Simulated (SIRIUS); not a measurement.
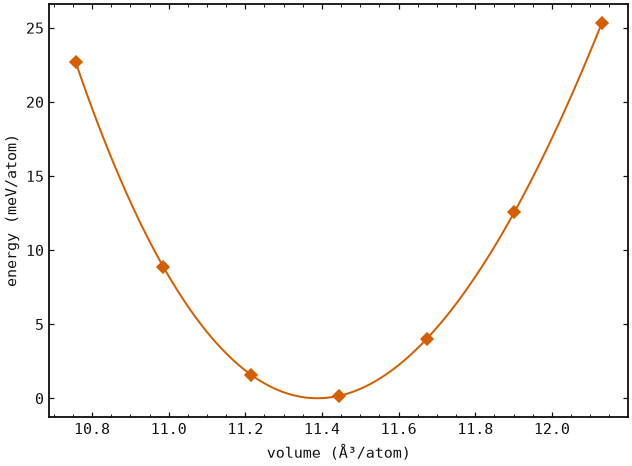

The figure shows the energy against volume for GaN, space group F-43m (No. 216).

Structure:
```cif
data_structure
_symmetry_space_group_name_H-M 'P 1'
_symmetry_Int_Tables_number 1
_cell_length_a 3.1869
_cell_length_b 3.1869
_cell_length_c 3.1869
_cell_angle_alpha 60.000
_cell_angle_beta 60.000
_cell_angle_gamma 60.000
_cell_volume 22.89
loop_
_atom_site_label
_atom_site_type_symbol
_atom_site_fract_x
_atom_site_fract_y
_atom_site_fract_z
_atom_site_occupancy
Ga1 Ga 0.00000 0.00000 0.00000 1
N1 N 0.25000 0.25000 0.25000 1
```

Computed with SIRIUS 7.12.0: plane-wave DFT, no spin polarisation; energies at scaled volumes of the given cell, shape and fractions fixed, counted from the fit's minimum, third-order Birch-Murnaghan fit. Level: PBEsol.

```
       setting                          value
        k mesh                       10×10×10
   occupations                    Fermi–Dirac
smearing width                        0.05 eV
    potentials  dojo sr pbesol 0.4.1 standard
   wave cutoff                        1152 eV
density cutoff                        4606 eV
```

From this curve and the settings, what does the calculation give for the pressure at the same points?

The pressure falls from 12.11 GPa at volume 10.76 Å³/atom to −10.34 GPa at 12.13 Å³/atom, and changes sign near 11.39 Å³/atom.

```tsv
volume (Å³/atom)	pressure (GPa)
10.76	12.11
10.99	7.28
11.21	2.96
11.44	-0.93
11.67	-4.41
11.90	-7.54
12.13	-10.34
```
